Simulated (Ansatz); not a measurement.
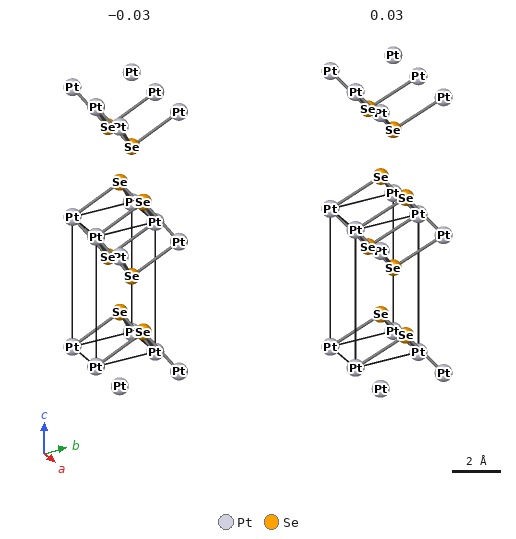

Solid PtSe2 (set up in P-3m1), under equal strain along all axes (cell held, atoms relaxed), with energies (extrapolated to zero smearing) counted from the relaxed crystal, which is the row at zero. The picture shows the first and the last member. Style: ball-and-stick. Shown: the cell of the calculation, repeated 2 × 1 × 2 with one cell outlined, slightly off an axis.

Computed with Ansatz 0.2.0: DFT r2SCAN, scalar-relativistic, plane waves, PAW. (plane-wave cutoff 500 eV; k-point mesh 12 × 12 × 6; occupations gaussian; smearing width 0.02 eV; no spin polarisation; atoms relaxed in a fixed cell; force threshold 0.008 eV/Å)

```json
{"strain": "−0.03", "energy (meV/atom)": "32.32", "a (Å)": "3.606", "c (Å)": "5.647", "band gap (eV)": "0.41"}
{"strain": "−0.02", "energy (meV/atom)": "13.90", "a (Å)": "3.643", "c (Å)": "5.705", "band gap (eV)": "0.47"}
{"strain": "−0.01", "energy (meV/atom)": "3.37", "a (Å)": "3.680", "c (Å)": "5.764", "band gap (eV)": "0.51"}
{"strain": "0.0", "energy (meV/atom)": "0.00", "a (Å)": "3.717", "c (Å)": "5.822", "band gap (eV)": "0.54"}
{"strain": "0.01", "energy (meV/atom)": "3.13", "a (Å)": "3.755", "c (Å)": "5.880", "band gap (eV)": "0.56"}
{"strain": "0.02", "energy (meV/atom)": "?", "a (Å)": "?", "c (Å)": "?", "band gap (eV)": "?"}
{"strain": "0.03", "energy (meV/atom)": "26.64", "a (Å)": "3.829", "c (Å)": "5.997", "band gap (eV)": "0.57"}
```

Estimate the missing row from the others, and compare with the calculation.

Answer. A parabola through three neighbouring rows (0.0, 0.01, 0.03) gives, with Lagrange weights, (−0.3333)(0.00) + (1.0000)(3.13) + (0.3333)(26.64) = 12.01 meV/atom. The calculation gives 12.18 meV/atom (a = 3.792 Å, c = 5.938 Å). The estimate is 0.17 meV/atom too low. For the gap a parabola through the rows 0.0, 0.01, 0.03 gives 0.57 eV, and the calculation 0.57 eV (semilocal gaps, lower than measured ones as a rule). From the first member to the last: Pt–Se 2.489 → 2.543 Å.

The whole series:

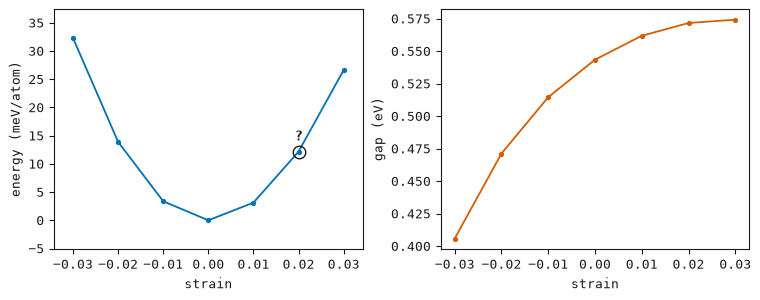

Each member starts from this one structure; whether another phase lies lower wasn't checked.

Limits of the set-up: layers or molecules are held without a dispersion correction, so their spacing is unreliable.
